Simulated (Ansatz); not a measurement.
A series of calculations on SiC

### A change

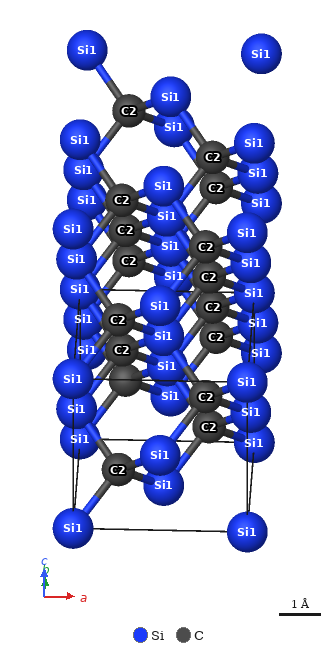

The starting point is a symmetric starting cell of SiC. A ball-and-stick model of the conventional cell (4 times the calculation's cell), repeated 1 × 2 × 2 with one cell outlined, seen from a free direction. Lengths and directions refer to the drawn axes.

These are results of Ansatz, DFT PBE, scalar-relativistic, plane waves, PAW, not measurements. Settings: plane-wave cutoff 420 eV; k-point mesh 12 × 12 × 12; occupations gaussian; smearing width 0.02 eV; no spin polarisation.

Change: All lengths are scaled by +0.8 % (volume +2.4 %), the atoms keeping their fractional coordinates. No relaxation follows. The starting cell wasn't computed here and needn't be at equilibrium, so pressure and forces aren't due to the change alone.

### What does the calculation give for the changed structure?

The pressure is −0.3 GPa (not all of it need come from the change, since the unchanged cell can be under pressure at this level too). All forces vanish by symmetry. Among the bonded contacts that change: C–Si 1.883 → 1.898 Å. The space group stays F-43m (No. 216).

### A change

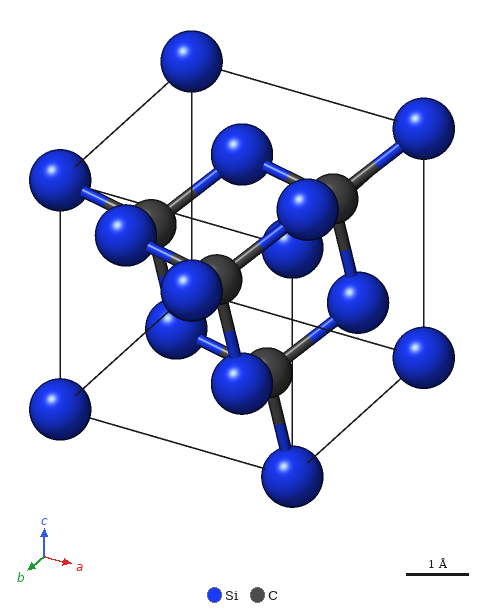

Reference structure: a symmetric starting cell of SiC. A ball-and-stick model of the conventional cell (4 times the calculation's cell), seen from a free direction. Lengths and directions refer to the drawn axes.

The calculation used DFT PBE, scalar-relativistic, plane waves, PAW (Ansatz 0.2.0). Settings: plane-wave cutoff 420 eV; k-point mesh 12 × 12 × 12; occupations gaussian; smearing width 0.02 eV; no spin polarisation.

Now this is done to it. All lengths are scaled by −2.4 % (volume −6.9 %), the atoms keeping their fractional coordinates. No relaxation follows. The starting cell wasn't computed here and needn't be at equilibrium, so pressure and forces aren't due to the change alone.

What does the calculation give for the changed structure?

The pressure is 23.9 GPa (not all of it need come from the change, since the unchanged cell can be under pressure at this level too). All forces vanish by symmetry. Among the bonded contacts that change: C–Si 1.883 → 1.838 Å. The space group stays F-43m (No. 216).

The changed structure in the same view:

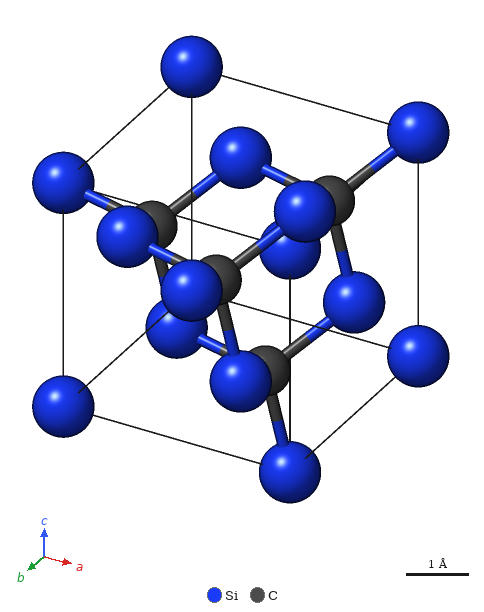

### Distortion

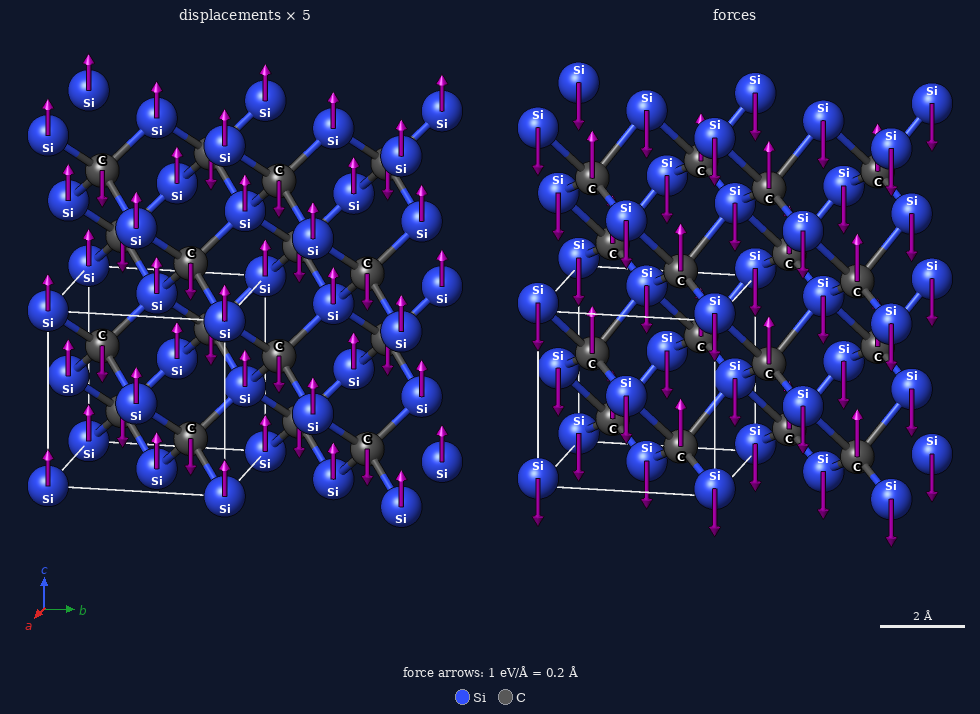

Left: a symmetric starting cell of SiC, with purple arrows for the displacements applied to it. Right: the displaced structure with the computed forces. Style: ball-and-stick. Shown: the conventional cell (4 times the calculation's cell), repeated 1 × 2 × 2 with one cell outlined, slightly off an axis. Lengths and directions refer to the drawn axes.

Level of theory: Ansatz 0.2.0, DFT PBE, scalar-relativistic, plane waves, PAW. Settings: plane-wave cutoff 420 eV; k-point mesh 12 × 12 × 12; occupations gaussian; smearing width 0.02 eV; no spin polarisation.

Describe the distortion and the response.

Atoms are displaced by 0.19 Å: C 0.19 Å along −c, Si 0.19 Å along +c. No relaxation follows. The starting cell wasn't computed here and needn't be at equilibrium, so pressure and forces aren't due to the change alone. The pressure is 20.7 GPa (not all of it need come from the change, since the unchanged cell can be under pressure at this level too). The principal stresses (compression positive) are 57.9 GPa along [1 1 0], 3.7 GPa along c, 0.5 GPa along [1 −1 0]. The largest forces, 6.1 eV/Å, act on Si and C; on the C atom it points along +c. The forces point straight back along the displacements (cosine −1.00). Near-neighbour distances before and after: C–Si 1.883 → 1.694 to 2.121 Å. The space group (tolerance 0.01 Å) goes from F-43m (No. 216) to Imm2 (No. 44).
